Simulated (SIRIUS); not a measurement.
The calculation's input:

```
{
  "control": {
    "processing_unit": "cpu",
    "std_evp_solver_name": "lapack",
    "gen_evp_solver_name": "lapack",
    "verbosity": 2,
    "print_forces": true,
    "ortho_rf": true,
    "use_second_variation": true,
    "rmt_max": 3.0,
    "num_bands_to_print": 24,
    "save_wf": true
  },
  "parameters": {
    "electronic_structure_method": "full_potential_lapwlo",
    "xc_functionals": ["XC_GGA_X_PBE_SOL", "XC_GGA_C_PBE_SOL"],
    "core_relativity": "dirac",
    "valence_relativity": "iora",
    "num_fv_states": 29,
    "smearing": "fermi_dirac",
    "smearing_width": 0.0018374661,
    "pw_cutoff": 20,
    "gk_cutoff": 3.32,
    "lmax_apw": 10,
    "lmax_rho": 8,
    "lmax_pot": 8,
    "num_mag_dims": 0,
    "auto_rmt": 0,
    "ngridk": [7, 7, 7],
    "shiftk": [0, 0, 0],
    "num_dft_iter": 80,
    "energy_tol": 1e-07,
    "density_tol": 1e-05,
    "use_symmetry": true
  },
  "settings": {"tol_ne": 1e-10},
  "iterative_solver": {"type": "exact"},
  "mixer": {"type": "anderson", "beta": 0.5, "max_history": 8},
  "unit_cell": {
    "lattice_vectors": [[0.0, 6.0565722294, 6.0565722294], [6.0565722294, 0.0, 6.0565722294], [6.0565722294, 6.0565722294, 0.0]],
    "atom_types": ["Cd", "Te"],
    "atom_files": {"Cd": "Cd.json", "Te": "Te.json"},
    "atoms": {"Cd": [[0.0, 0.0, 0.0]], "Te": [[0.75, 0.75, 0.75]]}
  }
}
```

Run with:

```sh
OMP_NUM_THREADS=1 sirius.scf --input=sirius_start.json --output=start.json
OMP_NUM_THREADS=1 sirius.scf --input=sirius.json --output=output.json --task=1
```

Below, planes, directions and counts refer to the conventional cell (a = 6.41 Å, b = 6.41 Å, c = 6.41 Å, α = 90.00°, β = 90.00°, γ = 90.00°).

Space group F-43m.

Computed with Kohn-Sham DFT of a periodic cell, PBEsol, all-electron FP-LAPW (SIRIUS).

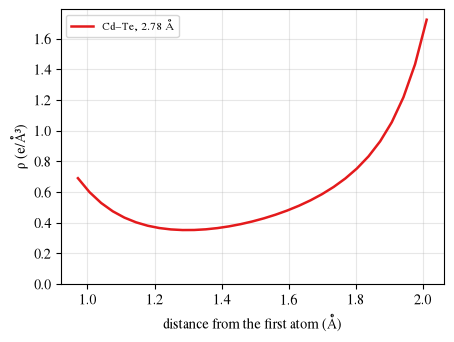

CdTe. Electron density along straight lines between neighbouring atoms. The curves leave out the atomic cores.

**What can be read from the curves?**

Cd–Te (2.78 Å): the density is about 0.37 e/Å³ at the midpoint.
